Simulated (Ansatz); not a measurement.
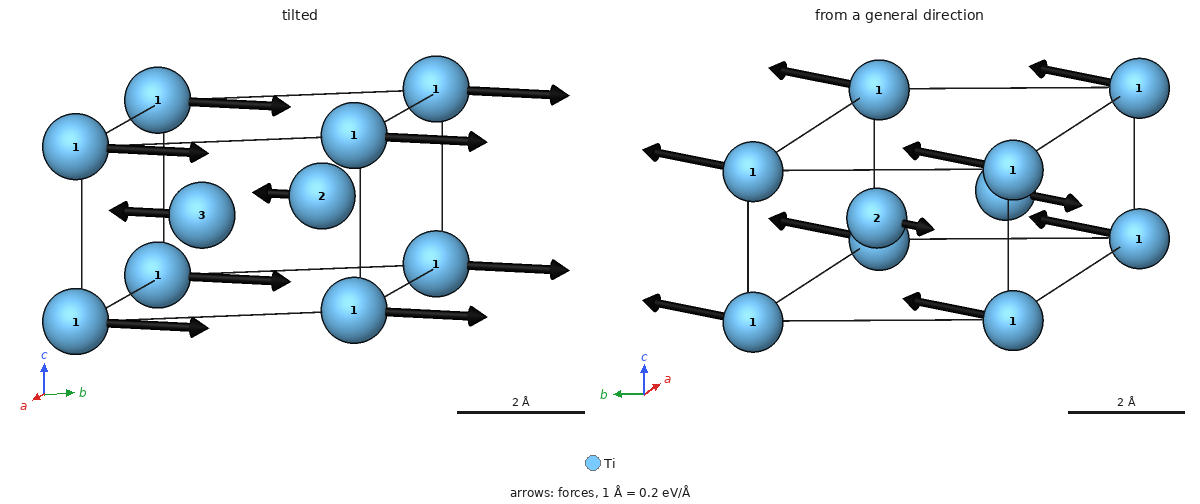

Figure: spheres-only view slightly off an axis and from a general direction. Lines trace the edges of the simulation cell. The arrows are the computed forces on the atoms.

System: Ti. The calculation: Ansatz, DFT PBEsol, scalar-relativistic, plane waves, PAW, with 420 eV cutoff, a 12×12×18 sampling of the Brillouin zone, Gaussian smearing of 0.15 eV, no spin polarisation.

Q: Are the forces small enough to call this converged?

A: No. The atoms still feel forces of up to about 0.34 eV/Å, far above a usual threshold of 0.01 to 0.03 eV/Å.

Q: Identify the atom with the maximum force.

A: Ti1, about 0.34 eV/Å.

Source of the structure: a structure listed in the Materials Project. The cell was then strained or its atoms displaced on purpose. It was run through Ansatz as a DFT input.
